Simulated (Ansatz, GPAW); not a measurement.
# Ballistic transport through hexatriene-1,6-dithiol between two Ni chains, from relaxation to T(E), part 2 of 4

How well does hexatriene-1,6-dithiol between two Ni chains conduct once its atoms have relaxed, and how much do cheaper levels lose?

GPAW 26.7.0 and Ansatz 0.2.0; Ansatz plane waves; relaxation of the junction with the lead ends held (the session's first sound run).

So far: The starting structure; Relaxation.

## Step 2: Relaxation (continued)

Site moment by element, in μB:

```
element  atoms  mean  spread (r.m.s.)  least  largest
     Ni     16  1.03             0.11   0.74     1.10
      S      2  0.01             0.00   0.01     0.01
      C      6  0.00             0.00   0.00     0.00
      H      6  0.00             0.00   0.00     0.00
```

The atoms farthest from the mean of their element:

```
atom        x, y, z (Å)  site moment (μB)
Ni23  6.46, 4.47, 27.33              0.74
 Ni8  5.63, 4.54, 15.45              0.74
 Ni5   6.04, 4.50, 9.72              1.10
Ni26  6.04, 4.50, 33.06              1.10
Ni28  6.04, 4.50, 37.38              1.09
 Ni3   6.04, 4.50, 5.40              1.09
 Ni1   6.04, 4.50, 1.08              1.09
Ni30  6.04, 4.50, 41.70              1.09
```

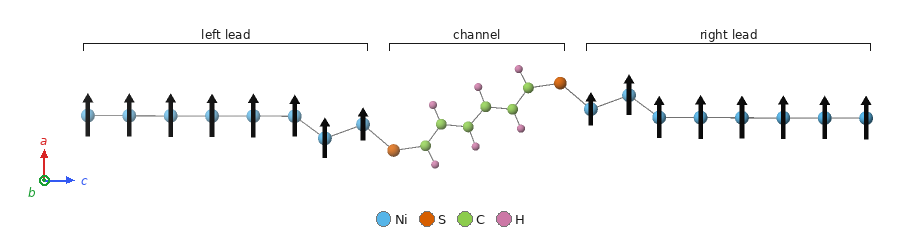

Site moment as arrows, the longest 1.10 μB. Up and down stand for the sign. Arrows give size and sign along the axis of quantisation, drawn up and down the page.

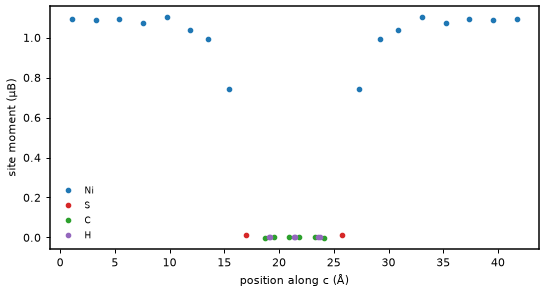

Site moment along the cell.

The relaxation lowered the energy of the cell by 1.52 eV.

## Step 3: Plane waves, PBE

A plane-wave run comes first: its basis does not favour the atoms, so it serves as the reference for the orbital bases.

This step: Ansatz plane waves; Landauer transmission by layers, zero bias (Ansatz 0.2.0).

The input, input.yaml:

```yaml
crystal:
  lattice:
    - [12.086046068, 0.0, 0.0]
    - [0.0, 9.0, 0.0]
    - [0.0, 0.0, 42.7813647821]
  atoms:
    - { symbol: Ni, position: [0.5, 0.5, 0.0252446364], spin: 1.0 }
    - { symbol: Ni, position: [0.5, 0.5, 0.0757339093], spin: 1.0 }
    - { symbol: Ni, position: [0.5, 0.5, 0.1262231822], spin: 1.0 }
    - { symbol: Ni, position: [0.5, 0.5, 0.176712455], spin: 1.0 }
    - { symbol: Ni, position: [0.5, 0.5, 0.2272017279], spin: 1.0 }
    - { symbol: Ni, position: [0.5, 0.5, 0.2776910008], spin: 1.0 }
    - { symbol: Ni, position: [0.4077031954, 0.5983103545, 0.3165686863], spin: 1.0 }
    - { symbol: Ni, position: [0.4657451257, 0.5042231318, 0.3610687822], spin: 1.0 }
    - { symbol: S, position: [0.3536687088, 0.4732567413, 0.3976719295] }
    - { symbol: C, position: [0.3748328729, 0.4929279084, 0.4371050069] }
    - { symbol: H, position: [0.5499766014, 0.4888472241, 0.4460282137] }
    - { symbol: H, position: [0.2945847388, 0.499265119, 0.4490012379] }
    - { symbol: C, position: [0.4673264679, 0.4950385064, 0.4563640083] }
    - { symbol: C, position: [0.4568262175, 0.5016698207, 0.4892680672] }
    - { symbol: H, position: [0.6278993723, 0.4932157111, 0.5013778388] }
    - { symbol: H, position: [0.3725096207, 0.5078200931, 0.4985922602] }
    - { symbol: C, position: [0.5435841244, 0.4994503934, 0.5107000181] }
    - { symbol: C, position: [0.5330619605, 0.5060274687, 0.5436040816] }
    - { symbol: H, position: [0.7058139914, 0.5018684094, 0.5509879433] }
    - { symbol: H, position: [0.4503984798, 0.5121272882, 0.5539350166] }
    - { symbol: C, position: [0.625529278, 0.5081954944, 0.562873149] }
    - { symbol: S, position: [0.6465884704, 0.5278866683, 0.6023109814] }
    - { symbol: Ni, position: [0.5344885067, 0.4965560628, 0.6388863612], spin: 1.0 }
    - { symbol: Ni, position: [0.5927235862, 0.4027108063, 0.6833926231], spin: 1.0 }
    - { symbol: Ni, position: [0.5, 0.5, 0.7223089992], spin: 1.0 }
    - { symbol: Ni, position: [0.5, 0.5, 0.7727982721], spin: 1.0 }
    - { symbol: Ni, position: [0.5, 0.5, 0.823287545], spin: 1.0 }
    - { symbol: Ni, position: [0.5, 0.5, 0.8737768178], spin: 1.0 }
    - { symbol: Ni, position: [0.5, 0.5, 0.9242660907], spin: 1.0 }
    - { symbol: Ni, position: [0.5, 0.5, 0.9747553636], spin: 1.0 }
magnetization:
  spin_polarized: true
kpoints:
  mp_grid: { grid: [1, 1, 2] }
hamiltonian:
  xc: pbe
scf:
  occupations: { method: fermi_dirac, width: 0.1 }
output:
  transmission:
    leads: [[0, 1]]
    e_range: [-2, 2]
    de: 0.025
    kmesh: [1, 1]
    reduced_basis: true
  write_potential: true
  write_density: true
  volumetric_format: npy
```

Command:

```console
> ansatz run input.yaml --threads 4 --pin off --max-ram 8192MiB --backend cpu --events-out ev --progress --plain --runs-dir out
```

Numbers of over 12 decimals in the logs are rounded to 6 here.

The log of the run:

```text
[...]
Crystal: 30 atoms, lattice volume = 4653.518 Å³
Basis set: ecut = 420 eV, 90925 PW (Γ)
Bands: 208, of which v1, the nominal top of the filled ones, is band 165 counted from 1 (164 counted from 0)
Symmetry: 1 space group operations
[...]
k-points: 2
[...]
Starting moments: Σ|m| = 16 μB on 16 of 30 sites
[...]
SCF iter   1: F=—  HF=-96786.948300 eV  |F-HF|=—  |Δ(HF+E_count)|=         —  Δρ=2.36e-2 (↑2.36e-2 ↓1.27e-2)  dr2=6.03e1  dr2_m=4.44e0  M=20.055 μB ∫|m|=20.620 μB  β_m=0.30  ethr=3.10e-3  ⟨swp⟩=7.5  Hψ=3683  notcnv=0  defer=67
[...]
SCF iter  27: F=-96797.923461 eV  HF=-96797.923461 eV  |F-HF|=2.97e-8  |Δ(HF+E_count)|=   1.75e-8  Δρ=9.28e-7 (↑1.81e-7 ↓9.28e-7)  dr2=4.53e-8  dr2_m=8.12e-9  M=17.086 μB ∫|m|=18.137 μB  ethr=1.57e-11  ⟨swp⟩=16.0  Hψ=4333  notcnv=0
SCF 1 converged in 27 iterations: F = -96797.923461 eV  dr2 = 4.53e-8
[...]
transmission: 14 of 136 steps passed
transmission: 28 of 136 steps passed
[...]
transmission: 136 of 136 steps passed
WARN: The input density's exchange-correlation potential varies sharply where the density is thin. Do not read a vacuum level from v_tot or v_xc, or from such a field of the output density. On a cell that repeats whose density bears no net charge and no dipole along the vacuum's axis use v_es (v_loc + v_h of the components); under efield.dipole_correction with no amplitude use v_es + v_field, which holds any external [...]
SCF converged after 27 iterations
the last check of whether an eigenvalue changes by more than its tolerance under the output density was not made (no_room)
Magnetization: 17.0864 μB (173.5432 up, 156.4568 down)
Absolute magnetization: 18.1414 μB (∫|ρ↑−ρ↓|, with the PAW one-centre terms)
[...]
Per-site moments (μB) at R_I (Å): [(1.093107, 0.891000), (1.089145, 0.891000), (1.093801, 0.891000), (1.075235, 0.891000), (1.101697, 0.891000), (1.037971, 0.891000), (0.994965, 0.903137), (0.741686, 0.861785), (0.014285, 0.707620), (-0.00248687, 0.452425), (-0.000159824, 0.451203), (0.000971848, 0.452425), (0.00352825, 0.451203), (0.00039035, 0.451995), (7.2758142839984e-6, 0.451992), (7.268780353508426e-6, 0.451995 [...]
Free energy (F): -96797.923461 eV
[...]
Internal energy: -96796.436277 eV  (E = F + TS)
E sigma→0 (E₀):  -96797.179869 eV
Entropy (-TS):   -1.487184 eV (-49.573 meV/atom)
Fermi energy:    -3.611879 eV
[...]
--- Band table (eV) ---
  k-point 0 ↑: bands = [... 161 lower, -4.4964, -4.4869, -4.4506, -4.4379, -4.4104, -4.3995, -4.3976, -4.3535, ... 39 higher]
  k-point 1 ↑: bands = [... 161 lower, -4.5369, -4.4614, -4.4529, -4.4332, -4.4232, -4.4102, -4.3773, -4.3501, ... 39 higher]
  k-point 0 ↓: bands = [... 161 lower, -3.5102, -3.4742, -3.4651, -3.4041, -3.3512, -3.3264, -3.2621, -3.2402, ... 39 higher]
  k-point 1 ↓: bands = [... 161 lower, -3.4899, -3.4875, -3.4294, -3.4153, -3.3502, -3.3227, -3.2909, -3.2548, ... 39 higher]
--- Transmission ---
  basis      : 963 plane waves across, 68 finite elements along
  points     : 1, standing for a mesh of 1 x 1
  filling    : by the input's occupations and mesh, since the crystals that have channels conduct as metals do. If one of these is a semiconductor, that mesh has misplaced its level
  energies   : 161 from -2.000000 to 2.000000 eV about the Fermi level, 0.025000 eV apart; the leads are filled to 0.000000 eV, and channels, transmission and decay are at 0.000000 eV
  crystal 0  : Ni1, at the sites [0, 1], period 2.1600 Å, over 25.92 Å; its Hamiltonian steps by up to 11.9 meV
    offset         : up to 0.0000 Å between an atom of the period and one for which it stands
    filled         : 25.5 meV over the level at which it is neutral
    channels       : 1.000000e0 up, 6.000000e0 down
    conductance    : 2.2267e14 S/m² at 300 K; may be off by some 0.0 % by where its bands' edges are placed, 6.1 % from the distance to neutral
  junction   : crystal 0 to crystal 0, 0.69 to 41.31 Å
    transmission   : 9.902985e-1 up, 7.070549e-1 down
    conductance    : 5.5147e13 S/m² at 300 K (5.5369e13 on every other energy)
    error estimate : 0.4 % from the energy spacing and 0.0 % from band edges of the leads and from resonances (wavevectors taken as independent; lower de), 12.2 % from the steps of its leads' Hamiltonians or their offsets (lay more layers), 2.9 % from the distance to neutral
    resistance     : 6.5361e-3 Ω µm² beyond half of each lead's own
```

Run time: 8 h. Hardware: 4 threads of Arm Neoverse N1, shared host; peak memory 7.3 GiB.

This step gave:

| Item | Value |
| --- | --- |
| free energy | -96797.9235 eV |
| lead level | 0 eV from the Fermi level |
| transmission, spin up | 0.9903 |
| transmission, spin down | 0.7071 |
| open channels, spin up | 1 |
| open channels, spin down | 6 |
| step of the lead's potential | 11.9 meV |
| offset of the lead | 0 Å |
| distance of the level from neutral, unsigned | 25.5 meV |
| junction conductance per cell | 0.7742 G₀ |

Each spin. The transmission, zone mean by energy, zero at the Fermi level:

```
energy (eV)     T up   T down
     -2.000    0.547    0.300
     -1.800    0.487   0.0378
     -1.600   0.0363  0.00925
     -1.425    0.966  0.00448
     -1.400    0.488  0.00458
     -1.200    0.130    0.705
     -1.000    0.550    0.504
     -0.900    0.990    0.933
     -0.800    0.804    0.276
     -0.600  0.00943    0.171
     -0.400   0.0322    0.890
     -0.325   0.0478     1.00
     -0.200    0.114    0.865
      0.000    0.990    0.707
      0.200   0.0909    0.341
      0.325   0.0377    0.974
      0.400   0.0258    0.532
      0.600   0.0129   0.0649
      0.800  0.00867   0.0325
      1.000  0.00742   0.0166
      1.200  0.00816   0.0133
      1.400   0.0123   0.0162
      1.600   0.0318   0.0331
      1.800    0.525    0.230
      1.825    0.994    0.364
      1.925    0.887    0.537
      2.000    0.160   0.0589
```

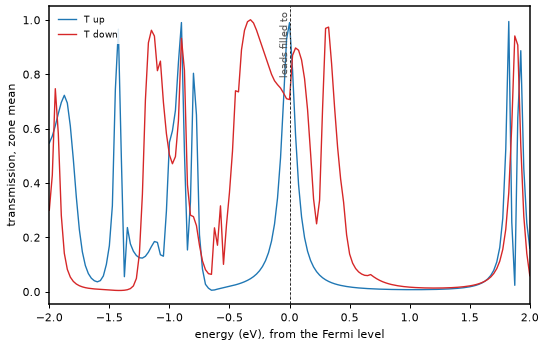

Transmission, zone mean against energy.

Each spin. Open channels, zone mean against energy, zero at the Fermi level:

```
energy (eV)  lead up  lead down
    -2.0000        3          1
    -1.7500        4          3
    -1.5000        6          3
    -1.2500        6          4
    -1.0000        4          4
    -0.7500        4          4
    -0.5000        1          6
    -0.2500        1          6
     0.0000        1          6
     0.2500        1          4
     0.5000        1          3
     0.7500        1          1
     1.0000        1          1
     1.2500        1          1
     1.5000        1          1
     1.7500        1          1
     2.0000        1          1
```

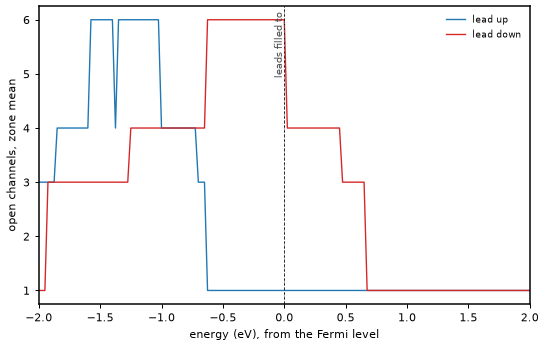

Open channels, zone mean, plotted against energy.

At 0.0000 eV from the Fermi level; k in fractions of b1, b2; points that symmetry leaves. k resolved, by row:

```
spin  k1  k2  weight  t_junction_0  channels_crystal_0
  up   0   0       1        0.9903                   1
  dn   0   0       1        0.7071                   6
```

Crystal 0, spin up, k parallel (0, 0); distinct values, listed up to 1.5 1/Å. The Im kz of the slowest decaying states by energy, zero at the Fermi level:

```
energy (eV)  decay 1 (Å⁻¹)  decay 2 (Å⁻¹)  decay 3 (Å⁻¹)  decay 4 (Å⁻¹)
     -2.000          0.250          0.721          0.721           1.25
     -1.500           1.21           1.24           1.27           1.36
     -1.000          0.137          0.138           1.16           1.19
     -0.500          0.169          0.171          0.270          0.780
      0.000          0.320          0.321          0.486           1.01
      0.500          0.372          0.374          0.620           1.02
      1.000          0.375          0.378          0.719          0.973
      1.500          0.334          0.340          0.797          0.901
      2.000          0.238          0.250          0.823          0.861
```

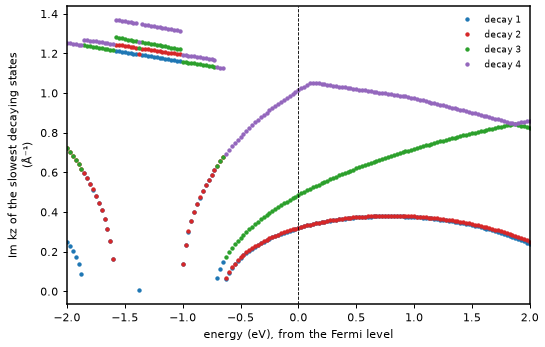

Im kz of the slowest decaying states, plotted against energy.

Crystal 0, spin up, k parallel (0, 0). Re kz of states that move upwards against energy, zero at the Fermi level:

```
energy (eV)  channel 1 (Å⁻¹)  channel 2 (Å⁻¹)  channel 3 (Å⁻¹)  channel 4 (Å⁻¹)  channel 5 (Å⁻¹)  channel 6 (Å⁻¹)
     -2.000           -0.709           -0.708            0.800                -                -                -
     -1.500           -0.507           -0.506            0.361            0.361            0.394            0.938
     -1.000           -0.297           -0.295            0.598             1.14                -                -
     -0.500            0.732                -                -                -                -                -
      0.000            0.830                -                -                -                -                -
      0.500            0.910                -                -                -                -                -
      1.000            0.981                -                -                -                -                -
      1.500             1.04                -                -                -                -                -
      2.000             1.11                -                -                -                -                -
```

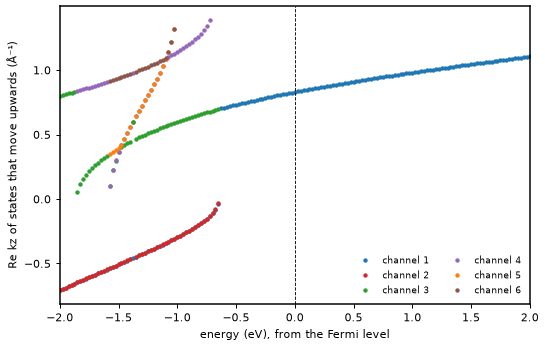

Re kz of states that move upwards, plotted against energy.

Crystal 0, spin dn, k parallel (0, 0); distinct values, listed up to 1.5 1/Å. The Im kz of the slowest decaying states by energy, zero at the Fermi level:

```
energy (eV)  decay 1 (Å⁻¹)  decay 2 (Å⁻¹)  decay 3 (Å⁻¹)  decay 4 (Å⁻¹)
     -2.000          0.161          0.164          0.565           1.08
     -1.500          0.326          0.916          0.918           1.19
     -1.000          0.644          0.645           1.13           1.17
     -0.500           1.08           1.12           1.16           1.26
      0.000           1.03           1.07           1.10           1.20
      0.500          0.102          0.726          0.726          0.975
      1.000          0.198          0.199          0.413          0.925
      1.500          0.249          0.252          0.561          0.878
      2.000          0.210          0.219          0.664          0.822
```

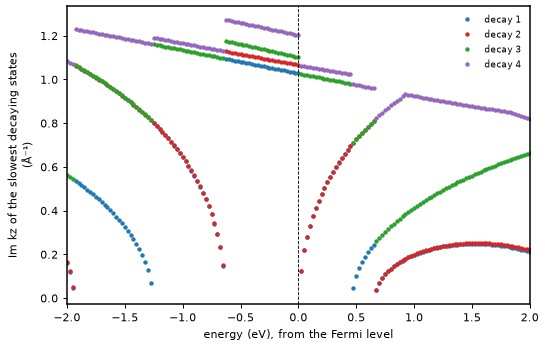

Im kz of the slowest decaying states, plotted against energy.

Crystal 0, spin dn, k parallel (0, 0). Re kz of states that move upwards against energy, zero at the Fermi level:

```
energy (eV)  channel 1 (Å⁻¹)  channel 2 (Å⁻¹)  channel 3 (Å⁻¹)  channel 4 (Å⁻¹)  channel 5 (Å⁻¹)  channel 6 (Å⁻¹)
    -2.0000            0.630                -                -                -                -                -
    -1.7500            -1.15            -1.14            0.674                -                -                -
    -1.5000           -0.983           -0.982            0.717                -                -                -
    -1.2500           -0.858           -0.857           0.0821            0.760                -                -
    -1.0000           -0.750           -0.749            0.352            0.804                -                -
    -0.7500           -0.651           -0.651            0.495            0.852                -                -
    -0.5000           -0.558           -0.557            0.436            0.437            0.606            0.907
    -0.2500           -0.467           -0.466            0.698            0.814            0.814            0.973
     0.0000           -0.375           -0.375            0.772             1.06             1.32             1.32
     0.2500           -0.279           -0.278            0.832             1.18                -                -
     0.5000           -0.165           -0.164            0.881                -                -                -
     0.7500            0.924                -                -                -                -                -
     1.0000            0.961                -                -                -                -                -
     1.2500            0.996                -                -                -                -                -
     1.5000             1.03                -                -                -                -                -
     1.7500             1.06                -                -                -                -                -
     2.0000             1.09                -                -                -                -                -
```

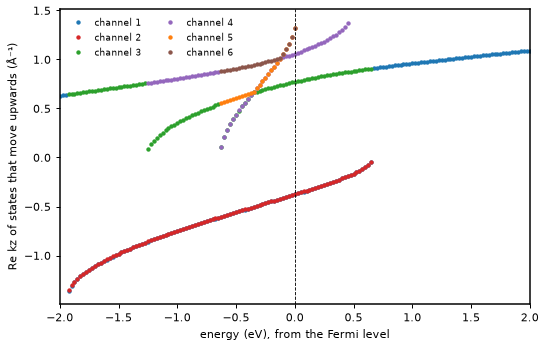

Re kz of states that move upwards against energy.

The electrostatic potential energy of an electron (with the applied field's), less the Fermi level, planar mean oscillates, so the rows of the table below give means over windows of 2.08 Å about each position, cut where the curve ends. Its first 14 maxima inside the range that stand out by 2 % of the span (Å: eV): 2.2: 4.70, 4.3: 4.69, 6.5: 4.66, 8.6: 4.62, 10.8: 4.53, 12.8: 4.03, 14.6: 4.24, 16.2: 4.02, 18.0: 4.25, 20.2: 4.08, 22.6: 4.08, 24.8: 4.25, 26.6: 4.02, 28.2: 4.24. Its first 14 minima: 1.0: 3.66, 3.3: 3.65, 5.3: 3.64, 7.6: 3.59, 9.7: 3.55, 11.9: 3.38, 13.5: 3.33, 15.4: 3.35, 17.1: 3.67, 19.2: 3.12, 21.4: 3.17, 23.6: 3.12, 25.7: 3.67, 27.3: 3.36.

The electrostatic potential energy of an electron (with the applied field's), less the Fermi level, planar mean by z; means over each step:

```
z (Å)  electrostatic potential energy of an electron (with the applied field's), less the Fermi level, planar mean (eV)
 1.04                                                                                                              4.18
 3.12                                                                                                              4.17
 5.20                                                                                                              4.16
 7.28                                                                                                              4.13
 9.36                                                                                                              4.08
11.44                                                                                                              3.95
13.52                                                                                                              3.77
15.60                                                                                                              3.75
17.68                                                                                                              3.86
19.76                                                                                                              3.57
21.84                                                                                                              3.55
23.92                                                                                                              3.59
26.00                                                                                                              3.83
28.08                                                                                                              3.76
30.16                                                                                                              3.62
32.24                                                                                                              4.06
34.32                                                                                                              4.13
36.40                                                                                                              4.18
38.48                                                                                                              4.20
40.56                                                                                                              4.22
```

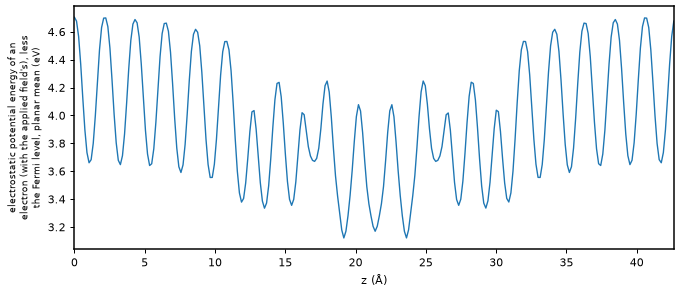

Electrostatic potential energy of an electron (with the applied field's), less the Fermi level, planar mean against z.

[end of part 2 of 4]

[Logs are printed without paths, hosts, clocks, repeated set-up lines and the standing remarks that a program may print on its own settings, such as how far it seeks lower states.]

[Hosts, paths, dates, database ids (printed as entryN), source tags and the programs' standing remarks are cut or masked in the printed files.]
